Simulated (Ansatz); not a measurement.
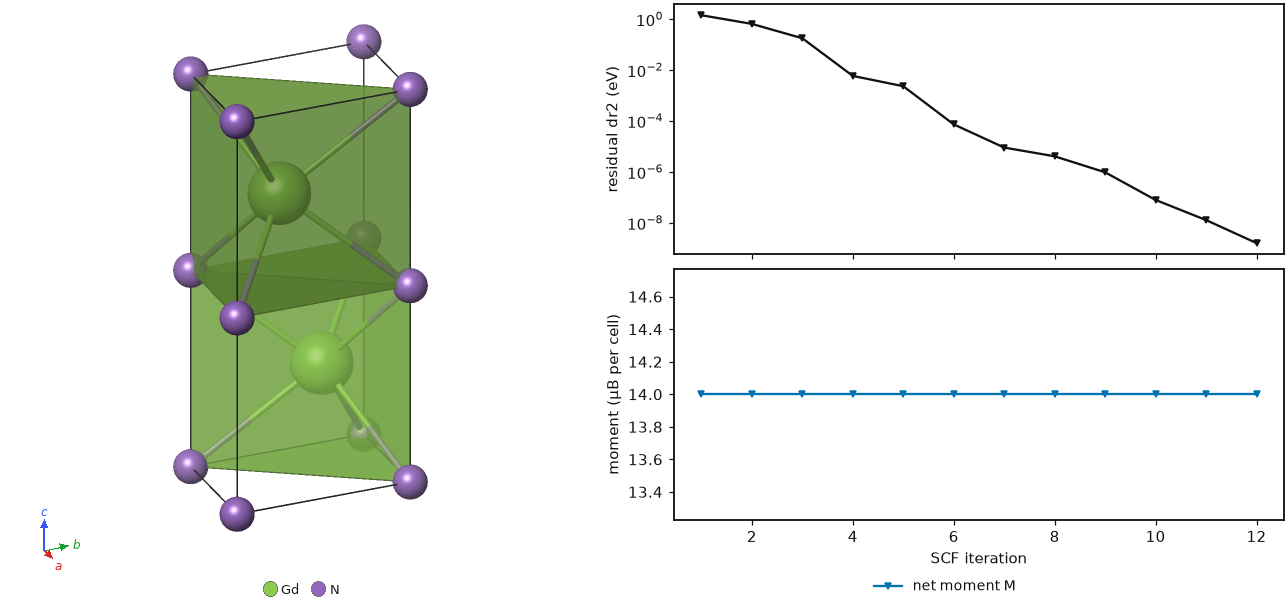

Beside the plot: the structure in its conventional cell.

The plot shows the SCF iterations of a calculation: density residual dr2, magnetic moments. dr2 is the charge part; the magnetisation has a residual of its own.

GdN (4 atoms in the cell), run with Ansatz.

```
crystal:
  lattice:
    - [3.437086500586, 0.0, 0.0]
    - [-1.718543250293, 2.976604224512, 0.0]
    - [0.0, 0.0, 5.9650669071]
  atoms:
    - { symbol: Gd, position: [0.3333333333333, 0.6666666666667, 0.25], spin: 7.0 }
    - { symbol: Gd, position: [0.6666666666667, 0.3333333333333, 0.75], spin: 7.0 }
    - { symbol: "N", position: [0.0, 0.0, 0.0] }
    - { symbol: "N", position: [0.0, 0.0, 0.5] }
basis:
  ecutwfc: 420
  ecutrho_ratio: 4
kpoints:
  mp_grid: { grid: [10, 9, 9] }
hamiltonian:
  xc: pbe
scf:
  occupations: { method: gaussian, width: 0.05 }
  max_iter: 80
output:
  forces: true
  stress: true
magnetization:
  spin_polarized: true
```

Launched with:
```bash
ansatz run input.yaml --threads 2 --pin off --max-ram 2662MiB --backend cpu --events-out ev --progress --plain --runs-dir out
```

**How did this run end?**

Converged, in 12 iterations. The residual falls at every step.

**How do the moments develop?**

The net moment stays at 14.0 μB per cell.

**Is anything amiss with this input?**

The input holds an odd setting (a mesh that breaks the symmetry). The SCF closed; whether the result suffers can't be told from this run alone.
